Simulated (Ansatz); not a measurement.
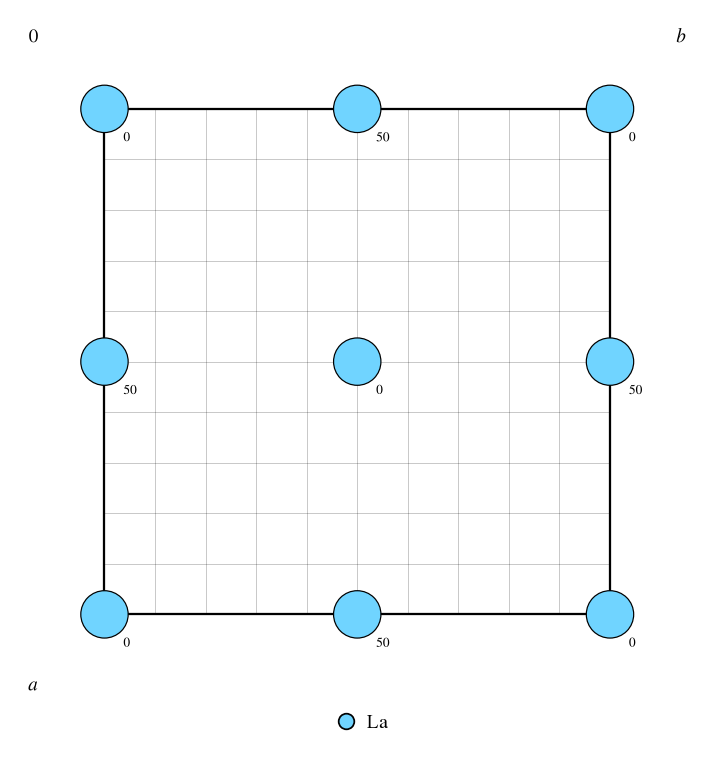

Plan of a unit cell projected along c (a down the page, b across); the numbers are heights in hundredths of c, and atoms on the cell's edges are repeated. The grid marks tenths of a and b. Source: the input geometry of an electronic-structure calculation (not necessarily at equilibrium); the starting structure was generated, so it need not be a known form of this composition. Symmetry computed with spglib at a tolerance of 0.002 Å; standard conventional cell.

a = 5.142 Å, b = 5.142 Å, c = 5.142 Å, α = 90.00°, β = 90.00°, γ = 90.00°.

What does the cell contain?

Answer. 4 La: La, Z = 4.

Which space group?

Answer. No. 225, Fm-3m, face-centred cubic.

Give the independent sites, coordinates to two places.

Answer.
```json
{"atom": "La", "site": "4a", "symmetry": "m-3m", "x": "0.00", "y": "0.00", "z": "0.00"}
```
